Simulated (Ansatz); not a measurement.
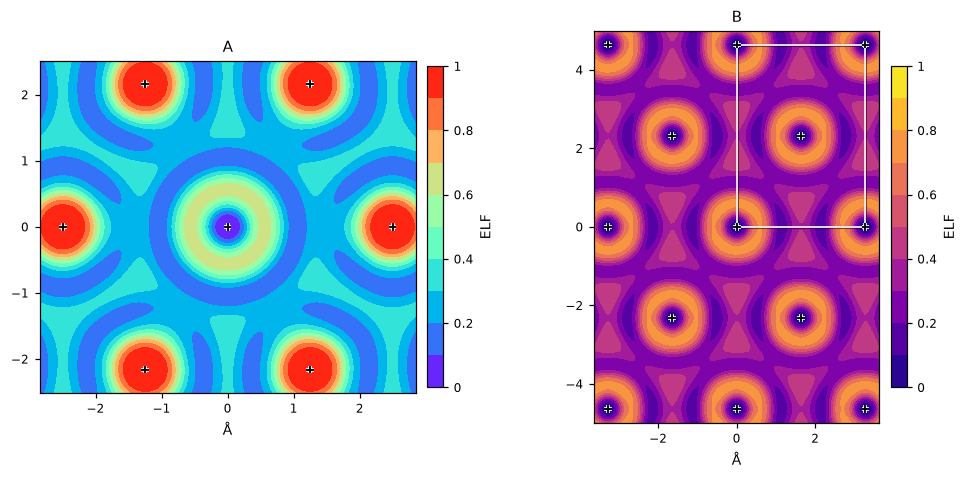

The ELF of 2 systems, each on a plane through atoms (crosses mark nuclei in the plane).

Method: DFT PBEsol, scalar-relativistic, plane waves, PAW (Ansatz 0.2.0).

System 1: TiCo$_{3}$, the (111) plane of the conventional cell. Space group Pm-3m; spin-polarised.

```yaml
crystal:
  lattice:
    - [3.52825, 0.00000, 0.00000]
    - [0.00000, 3.52825, 0.00000]
    - [0.00000, 0.00000, 3.52825]
  atoms:
    - { symbol: Ti, position: [0.00000, 0.00000, 0.00000] }
    - { symbol: Co, position: [0.00000, 0.50000, 0.50000] }
    - { symbol: Co, position: [0.50000, 0.00000, 0.50000] }
    - { symbol: Co, position: [0.50000, 0.50000, 0.00000] }
```

System 2: Ta, the (101) plane of the conventional cell. Space group Im-3m; a structure from a database of computed crystals, not necessarily the ambient phase; computed without spin polarisation.

> Which map belongs to which system?

Panel A is system 1, TiCo$_{3}$: the plane holds Ti and Co. Ti–Co (2.49 Å): the ELF is about 0.20 at the midpoint; no localised pair shows between them. Panel B is system 2, Ta: the plane holds Ta. Ta–Ta (2.84 Å): the ELF is about 0.30 at the midpoint; no shared electron pair shows on this line.
